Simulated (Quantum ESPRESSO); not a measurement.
## Band-structure run of C (part 2 of 2)

The same run, continued: C (Fd-3m, 2 atoms in the cell); Kohn-Sham DFT of a periodic cell, PBEsol, SG15 PBE 1.2, no spin polarisation (Quantum ESPRESSO 7.5); cutoff 1197.3 eV, 13×13×13 k-mesh, fermi-dirac of 0.05 eV. The structure derives from an entry of the Crystallography Open Database.

Geometry of the input (Å; fractional positions):
```
0.0000  1.7834  1.7834
1.7834  0.0000  1.7834
1.7834  1.7834  0.0000
C  0.7500  0.7500  0.7500
C  0.5000  0.5000  0.5000
```

## Log, continued
```
          k = 0.1632 0.1632-0.1632 (  1071 PWs)   bands (ev):

    -6.7173   7.3923  11.7639  11.7639  20.9306  20.9306  21.3191  27.7489
    33.6736

          k = 0.2176 0.2176-0.2176 (  1071 PWs)   bands (ev):

    -5.5954   4.7782  11.1867  11.1867  21.4730  21.4730  21.7839  28.3026
    33.9095

          k = 0.2720 0.2720-0.2720 (  1059 PWs)   bands (ev):

    -4.2005   2.3356  10.7821  10.7821  21.6950  21.6950  22.0426  28.6690
    34.2957

          k = 0.3264 0.3264-0.3264 (  1068 PWs)   bands (ev):

    -2.7212   0.3186  10.5755  10.5755  21.7434  21.7434  22.1594  28.8128
    34.8505

          k = 0.1088-0.0000 0.0000 (  1058 PWs)   bands (ev):

    -7.9673  12.5577  12.5577  12.8389  18.7234  19.8905  19.8905  26.7761
    32.6697

          k = 0.1632 0.0544-0.0544 (  1048 PWs)   bands (ev):

    -7.5848  10.7790  11.8208  12.5522  18.9711  20.8619  20.8918  26.8538
    33.2188

          k = 0.2176 0.1088-0.1088 (  1059 PWs)   bands (ev):

    -6.8789   8.3113  11.1258  11.9620  19.7386  21.7431  21.7773  27.0309
    33.7417

          k = 0.2720 0.1632-0.1632 (  1071 PWs)   bands (ev):

    -5.8594   5.7212  10.5960  11.2677  20.5027  22.2805  22.3497  27.4020
    34.0423

          k = 0.3264 0.2176-0.2176 (  1065 PWs)   bands (ev):

    -4.5511   3.2308  10.2824  10.6399  20.9939  22.5112  22.5759  28.0158
    34.0924

          k = 0.3807 0.2720-0.2720 (  1070 PWs)   bands (ev):

    -3.0518   1.0307  10.1597  10.2006  21.2793  22.3988  22.7106  28.6069
    34.2433

          k =-0.2720-0.3807 0.3807 (  1072 PWs)   bands (ev):

    -2.2727   0.0744   9.8696  10.3469  21.5211  22.1748  22.7272  28.8512
    34.3518

          k =-0.2176-0.3264 0.3264 (  1064 PWs)   bands (ev):

    -3.5571   1.7149   9.7952  10.7047  21.7697  21.8952  22.6324  28.6487
    34.1775

          k =-0.1632-0.2720 0.2720 (  1064 PWs)   bands (ev):

    -5.0167   4.0446   9.9504  11.2437  21.4897  21.9245  22.3920  28.1170
    34.0317

          k =-0.1088-0.2176 0.2176 (  1059 PWs)   bands (ev):

    -6.2332   6.5886  10.3362  11.9103  20.8480  21.8001  21.9021  27.5635
    33.9345

          k =-0.0544-0.1632 0.1632 (  1057 PWs)   bands (ev):

    -7.1498   9.1652  10.9376  12.5975  20.0204  21.0610  21.2956  27.1901
    33.5888

          k = 0.0000-0.1088 0.1088 (  1053 PWs)   bands (ev):

    -7.7486  11.3692  11.8168  13.0871  19.3422  20.0586  20.4074  26.9495
    32.9778

          k = 0.2176-0.0000 0.0000 (  1054 PWs)   bands (ev):

    -7.3123  11.0277  11.0277  11.4299  18.2924  21.9642  21.9642  26.2219
    33.2436

          k = 0.2720 0.0544-0.0544 (  1064 PWs)   bands (ev):

    -6.7158   9.1379  10.3039  11.0398  18.4948  22.9909  23.0315  25.5510
    33.1315

          k = 0.3264 0.1088-0.1088 (  1067 PWs)   bands (ev):

    -5.8033   6.7479   9.7678  10.3828  19.2392  23.6751  23.7629  25.3008
    33.8430

          k = 0.3807 0.1632-0.1632 (  1064 PWs)   bands (ev):

    -4.5937   4.3183   9.4720   9.6094  19.9143  24.0204  24.0485  25.8619
    34.3307

          k = 0.4351 0.2176-0.2176 (  1072 PWs)   bands (ev):

    -3.1460   2.0587   8.9080   9.4345  20.3336  23.8858  24.2133  27.1285
    33.7135

          k =-0.2176-0.4351 0.4351 (  1078 PWs)   bands (ev):

    -1.8846   0.4671   8.3752   9.6515  20.6914  23.5284  24.2434  28.4115
    33.0070

          k =-0.1632-0.3807 0.3807 (  1070 PWs)   bands (ev):

    -2.6543   1.4148   8.0642  10.1011  21.1241  23.0428  24.1626  28.6765
    32.9522

          k =-0.1088-0.3264 0.3264 (  1062 PWs)   bands (ev):

    -4.1363   3.5710   8.0077  10.7394  21.5972  22.4061  23.9184  27.8690
    33.5924

          k =-0.0544-0.2720 0.2720 (  1069 PWs)   bands (ev):

    -5.4342   5.9725   8.2357  11.4865  21.5664  21.9255  23.3136  27.1229
    33.4290

          k = 0.0000-0.2176 0.2176 (  1067 PWs)   bands (ev):

    -6.4475   8.1647   8.9850  12.1923  20.6433  21.8643  22.2405  27.0071
    33.4374

          k = 0.3264-0.0000 0.0000 (  1062 PWs)   bands (ev):

    -6.2297   9.4227   9.5406   9.5406  17.8080  24.0741  24.3169  24.3169
    33.1719

          k = 0.3807 0.0544-0.0544 (  1060 PWs)   bands (ev):

    -5.4270   7.5212   8.9650   9.1197  18.0531  23.1534  25.2919  25.3103
    33.8096

          k = 0.4351 0.1088-0.1088 (  1058 PWs)   bands (ev):

    -4.3231   5.3792   8.2777   8.6375  18.7830  23.1956  25.8002  25.8469
    34.6853

          k = 0.4895 0.1632-0.1632 (  1074 PWs)   bands (ev):

    -2.9583   3.2324   7.3726   8.5821  19.3293  24.4352  25.7796  26.0969
    34.0455

          k =-0.1632-0.4895 0.4895 (  1073 PWs)   bands (ev):

    -1.5358   1.4046   6.6140   8.7991  19.7295  25.3873  26.1413  26.4552
    32.5395

          k =-0.1088-0.4351 0.4351 (  1075 PWs)   bands (ev):

    -1.5624   1.4652   6.0946   9.2687  20.2217  24.7348  26.1067  28.2331
    31.1931

          k =-0.0544-0.3807 0.3807 (  1071 PWs)   bands (ev):

    -2.9810   3.3495   5.8768   9.9453  20.8521  23.8353  25.8716  27.8100
    31.9896

          k = 0.0000-0.3264 0.3264 (  1069 PWs)   bands (ev):

    -4.3363   5.2702   6.2725  10.7401  21.5080  22.7067  24.9081  27.0304
    33.4352

          k = 0.4351-0.0000 0.0000 (  1058 PWs)   bands (ev):

    -4.7354   7.0333   8.3354   8.3354  17.4543  21.6299  26.6370  26.6370
    34.1716

          k = 0.4895 0.0544-0.0544 (  1055 PWs)   bands (ev):

    -3.7411   5.5680   7.5430   7.9512  17.8000  20.9934  27.4616  27.4912
    34.8545

          k = 0.5439 0.1088-0.1088 (  1068 PWs)   bands (ev):

    -2.4746   3.9591   6.3180   7.8438  18.4701  21.6360  27.6675  27.9001
    34.7771

          k =-0.1088-0.5439 0.5439 (  1070 PWs)   bands (ev):

    -1.0495   2.3672   5.1644   8.0193  18.9028  23.5791  27.3181  28.0326
    33.0919

          k =-0.0544-0.4895 0.4895 (  1068 PWs)   bands (ev):

    -0.4170   1.7732   4.3639   8.4626  19.3828  26.0600  26.5148  28.0448
    30.9757

          k = 0.0000-0.4351 0.4351 (  1073 PWs)   bands (ev):

    -1.6201   2.9971   4.2618   9.1325  20.0489  25.3129  27.5551  27.9047
    29.9965

          k = 0.5439-0.0000 0.0000 (  1062 PWs)   bands (ev):

    -2.8578   4.4413   7.5002   7.5002  17.3662  19.6979  28.6583  28.6583
    35.2384

          k = 0.5983 0.0544-0.0544 (  1068 PWs)   bands (ev):

    -1.6973   3.1379   6.7204   7.3246  17.8336  19.4587  29.1588  29.2478
    35.5740

          k =-0.0544-0.5983 0.5983 (  1066 PWs)   bands (ev):

    -0.3328   1.9672   5.3406   7.4367  18.3277  20.8268  28.9139  29.3675
    34.3030

          k = 0.0000-0.5439 0.5439 (  1065 PWs)   bands (ev):

     0.5149   1.4477   4.1067   7.8274  18.7477  23.3021  27.9911  29.0738
    32.3433

          k = 0.6527-0.0000 0.0000 (  1078 PWs)   bands (ev):

    -0.6441   1.8284   7.0746   7.0746  17.6473  18.3926  29.9363  29.9363
    36.0868

          k = 0.0000-0.6527 0.6527 (  1064 PWs)   bands (ev):

     0.6082   0.6644   6.4671   7.1130  18.0453  18.7446  29.8469  29.9757
    35.7353

          k = 0.2176 0.1088 0.0000 (  1054 PWs)   bands (ev):

    -7.0953   9.7480  10.3576  12.2091  19.1563  21.8338  21.9092  26.5955
    33.5217

          k = 0.2720 0.1632-0.0544 (  1061 PWs)   bands (ev):

    -6.2859   7.5425   9.5297  11.6303  19.9133  22.4035  22.9371  26.4230
    33.5392

          k = 0.3264 0.2176-0.1088 (  1075 PWs)   bands (ev):

    -5.1704   5.0571   9.0954  10.9123  20.7081  22.5490  23.6306  26.7851
    34.1199

          k = 0.3807 0.2720-0.1632 (  1068 PWs)   bands (ev):

    -3.7864   2.6829   8.8966  10.2656  21.2087  22.4245  23.9765  27.7109
    33.7553

          k =-0.2720-0.3807 0.4895 (  1074 PWs)   bands (ev):

    -2.3265   0.7094   8.8674   9.8519  21.4273  22.2701  24.1138  28.5859
    33.3216

          k = 0.3264 0.1088 0.0000 (  1064 PWs)   bands (ev):

    -6.0160   8.1224   8.9158  10.5233  18.7125  23.7433  24.2898  24.6482
    33.4666

          k = 0.3807 0.1632-0.0544 (  1060 PWs)   bands (ev):

    -5.0073   6.0892   8.1839   9.8637  19.5145  23.8839  24.5189  25.3208
    34.2569

          k = 0.4351 0.2176-0.1088 (  1067 PWs)   bands (ev):

    -3.7169   3.8189   7.8207   9.1957  20.2194  23.7937  25.2153  26.0047
    34.0087

          k =-0.2176-0.4351 0.5439 (  1066 PWs)   bands (ev):

    -2.2488   1.7446   7.5044   8.8690  20.6389  23.5743  25.9105  27.0420
    32.7604

          k =-0.1632-0.3807 0.4895 (  1071 PWs)   bands (ev):

    -1.5050   0.8527   7.1665   9.0278  21.0228  23.2153  25.9409  28.2790
    31.7166

          k =-0.1088-0.3264 0.4351 (  1070 PWs)   bands (ev):

    -2.7497   2.4260   6.9578   9.5405  21.4972  22.7060  25.7149  27.7423
    32.3844

          k =-0.0544-0.2720 0.3807 (  1064 PWs)   bands (ev):

    -4.1805   4.6162   7.0024  10.2626  21.7306  22.2147  25.2721  26.5020
    33.6269

          k = 0.0000-0.2176 0.3264 (  1068 PWs)   bands (ev):

    -5.3797   6.6577   7.6042  11.0380  20.7755  22.5031  24.2897  26.0298
    33.6411

          k = 0.4351 0.1088 0.0000 (  1056 PWs)   bands (ev):

    -4.5283   6.4366   7.7468   8.6581  18.3722  22.3205  25.8091  26.6543
    34.4657

          k = 0.4895 0.1632-0.0544 (  1064 PWs)   bands (ev):

    -3.3416   4.7448   6.9049   8.0675  19.2127  22.4835  25.8912  27.5251
    34.7775

          k =-0.1632-0.4895 0.5983 (  1066 PWs)   bands (ev):

    -1.9322   2.8690   6.1207   7.8744  19.7819  23.9114  25.7157  27.8361
    33.3389

          k =-0.1088-0.4351 0.5439 (  1073 PWs)   bands (ev):

    -0.7414   1.4950   5.4342   8.1158  20.2093  25.0442  26.3040  27.6912
    31.5345

          k =-0.0544-0.3807 0.4895 (  1079 PWs)   bands (ev):

    -1.4991   2.4211   5.0130   8.6689  20.7596  24.4005  27.0916  27.8440
    30.6468

          k = 0.0000-0.3264 0.4351 (  1071 PWs)   bands (ev):

    -2.9213   4.0696   5.2182   9.4325  21.4492  23.2217  26.5807  26.9614
    32.1440

          k = 0.5439 0.1088 0.0000 (  1065 PWs)   bands (ev):

    -2.6636   4.3463   6.9496   7.3114  18.2796  20.4823  27.7704  28.6530
    35.3897

          k =-0.1088-0.5439 0.6527 (  1073 PWs)   bands (ev):

    -1.3422   3.0690   5.7358   7.1063  19.0890  21.2481  27.6748  29.0443
    34.5457

          k =-0.0544-0.4895 0.5983 (  1075 PWs)   bands (ev):

    -0.0030   1.9253   4.4702   7.3516  19.5291  23.4132  27.2410  28.6335
    32.7771

          k = 0.0000-0.4351 0.5439 (  1077 PWs)   bands (ev):

    -0.2049   2.1614   3.8891   7.8969  20.0534  25.8244  26.3753  27.8765
    31.1320

          k =-0.0544-0.5983 0.7071 (  1074 PWs)   bands (ev):

    -0.4780   1.9256   6.5760   6.6697  18.5391  19.2428  29.2818  29.7018
    35.8481

          k = 0.0000-0.5439 0.6527 (  1068 PWs)   bands (ev):

     0.7729   0.9985   5.3307   6.8394  19.0826  20.7964  28.8296  29.2108
    34.4297

          k = 0.4351 0.2176 0.0000 (  1059 PWs)   bands (ev):

    -3.9144   5.2874   6.4914   9.1358  20.5732  23.3354  24.6550  26.7265
    34.2497

          k =-0.2176-0.4351 0.6527 (  1062 PWs)   bands (ev):

    -2.5676   3.5305   5.9726   8.3580  21.5415  23.0841  25.2833  27.6417
    32.8474

          k =-0.1632-0.3807 0.5983 (  1069 PWs)   bands (ev):

    -1.1666   1.7601   5.9250   7.8485  21.7997  23.1248  26.6171  27.7754
    31.3615

          k =-0.1632-0.4895 0.7071 (  1067 PWs)   bands (ev):

    -2.0962   3.8957   5.7669   7.1719  20.5228  22.3787  25.7027  28.5811
    33.9768

          k =-0.1088-0.4351 0.6527 (  1075 PWs)   bands (ev):

    -0.6986   2.5960   5.0619   6.6579  21.3989  23.5753  25.4851  28.3323
    32.8281

          k =-0.0544-0.3807 0.5983 (  1072 PWs)   bands (ev):

    -0.0370   1.9674   4.5574   6.8291  21.8094  24.3876  26.4156  26.9011
    32.0601

          k = 0.0000-0.3264 0.5439 (  1070 PWs)   bands (ev):

    -1.2163   3.0570   4.6008   7.4710  22.3150  23.3474  25.6822  28.0618
    31.7727

          k =-0.0544-0.4895 0.7071 (  1078 PWs)   bands (ev):

    -0.0177   2.1081   5.5213   5.9061  20.7583  21.3629  27.3977  28.7335
    34.4707

          k = 0.0000-0.4351 0.6527 (  1071 PWs)   bands (ev):

     0.8944   1.5390   4.4993   6.0892  21.3530  23.4639  26.7631  27.3271
    33.5913

          k =-0.0544-0.3807 0.7071 (  1061 PWs)   bands (ev):

     0.5724   2.0282   4.6188   5.6070  23.3865  23.5159  25.4155  26.6895
    33.5764

     the Fermi energy is    15.3650 ev

!    total energy              =     -22.74275834 Ry
     estimated scf accuracy    <          1.9E-10 Ry
     smearing contrib. (-TS)   =       0.00000000 Ry
     internal energy E=F+TS    =     -22.74275834 Ry

     The total energy is F=E-TS. E is the sum of the following terms:
     one-electron contribution =       7.99031471 Ry
     hartree contribution      =       1.89852393 Ry
     xc contribution           =      -7.05690848 Ry
     ewald contribution        =     -25.57468850 Ry

     convergence has been achieved in   7 iterations

     Forces acting on atoms (cartesian axes, Ry/au):

     atom    1 type  1   force =    -0.00000000   -0.00000000    0.00000000
     atom    2 type  1   force =     0.00000000    0.00000000   -0.00000000

     Total force =     0.000000     Total SCF correction =     0.000000

     Computing stress (Cartesian axis) and pressure

          total   stress  (Ry/bohr**3)                   (kbar)     P=      -27.15
  -0.00018454  -0.00000000   0.00000000          -27.15       -0.00        0.00
   0.00000000  -0.00018454   0.00000000            0.00      -27.15        0.00
  -0.00000000   0.00000000  -0.00018454           -0.00        0.00      -27.15

=------------------------------------------------------------------------------=
   JOB DONE.
=------------------------------------------------------------------------------=
```

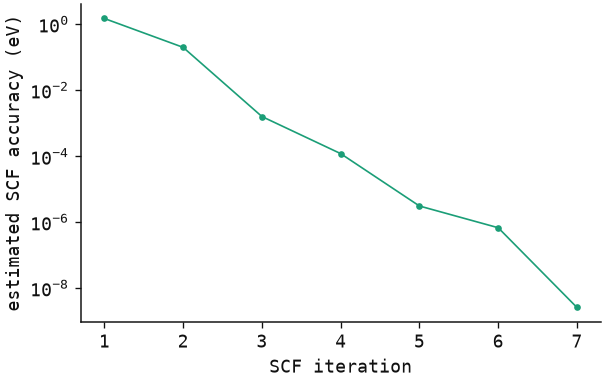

Convergence of the self-consistent field: estimated SCF accuracy against the iteration. The field takes 7 iterations in all.

## Results in brief

| quantity | value |
| --- | --- |
| outcome | converged |
| space group (tolerance 0.01 Å) | Fd-3m (227) |
| electrons treated | 8 |
| free energy | −309.4310 eV |
| Fermi energy | 15.365 eV |
| gap on the k-point mesh | 4.00 eV |
| gap on the band path | 4.00 eV |
| pressure | −2.71 GPa |
| largest force (length of the vector) | under 0.001 eV/Å |
| wall time | 13 s |
| peak memory | 0.09 GiB |

## Notes

Further notes kept with the run: potentials made for another functional. Points of doubt noted for this run: potentials made for another functional.
